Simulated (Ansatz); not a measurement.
## Electronic structure of HgS (slab) in real space

```
CELL_PARAMETERS angstrom
4.23662 0.00000 0.00000
-2.11831 3.66902 0.00000
0.00000 0.00000 22.78318
ATOMIC_POSITIONS crystal
S 0.00000 0.00000 0.33268
Hg 0.33333 0.66667 0.35210
S 0.33333 0.66667 0.49058
Hg 0.66667 0.33333 0.51123
S 0.66667 0.33333 0.65212
Hg 0.00000 0.00000 0.66128
```

Theory: DFT PBE, spin-orbit coupling, plane waves, PAW in Ansatz 0.2.0.

Core electrons are frozen (PAW), and the valence fields are smoothed inside the atomic spheres.

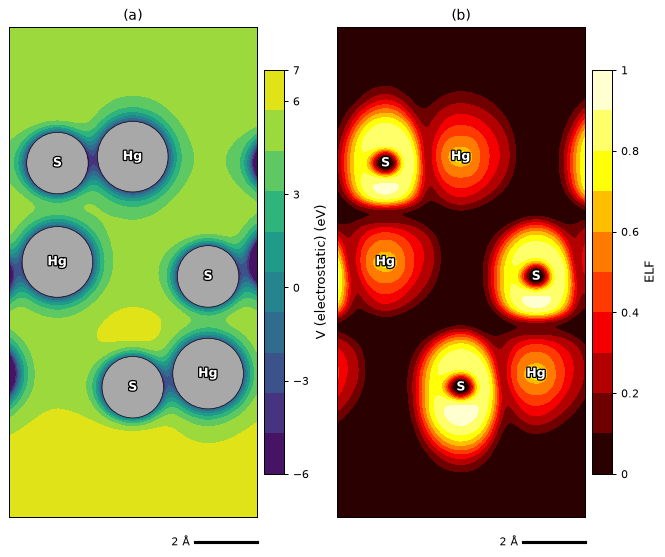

Figure 1. (a) electrostatic potential (local pseudopotential plus Hartree) felt by an electron; (b) electron localisation function on the (110) plane of the calculation cell, a cut from vacuum to vacuum. Grey discs cover the atomic cores in the potential map.

> Read the bonding off the picture.

- The plane passes through S and Hg nuclei.
- Hg–S (2.45 Å): the ELF peaks at about 0.85 in the valence shell of S, 0.8 Å from its nucleus, and drops to about 0.25 between the two atoms.
- The ELF also peaks beside S, away from the bonds: lone-pair regions.
- The features right at Hg lie inside the PAW spheres, where the map follows smoothed inner orbitals and isn't to be read closely.

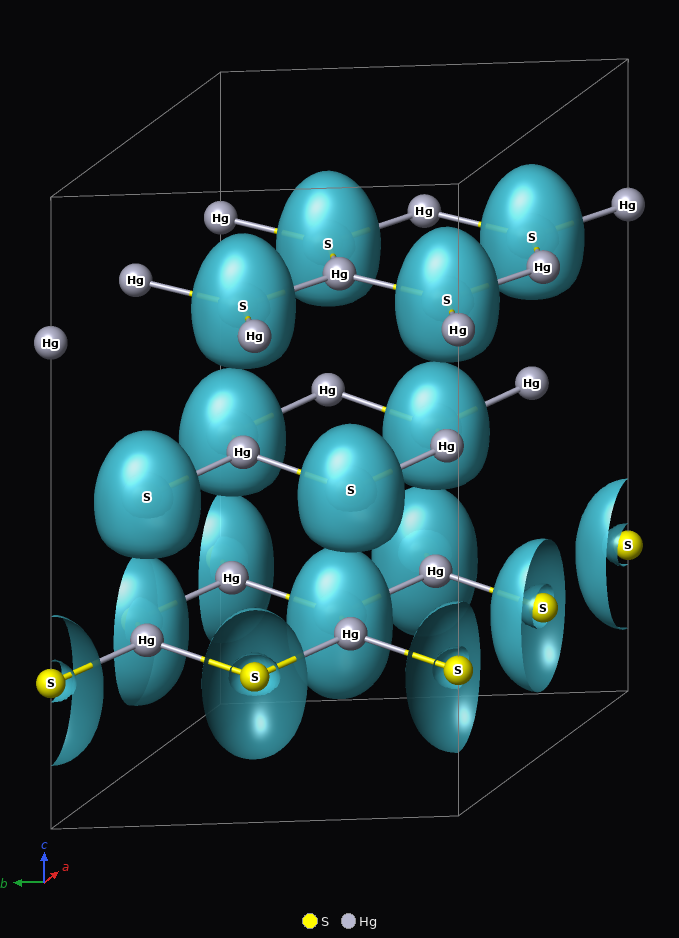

Figure 2. Isosurface of the ELF at 0.65 (cyan), seen at an oblique angle. Core shells and regions of very low density are left out. Sticks mark near contacts.

> Identify the bonds, lone pairs and shells in this picture.

The ELF exceeds this value in three regions wrapped around S (the valence shell of each), counted in one cell of 6 atoms. Counts are for one cell; the picture repeats the cell along the surface.

> Does the calculation give a band gap?

It is metallic or semimetallic at this level of theory: no gap opens.
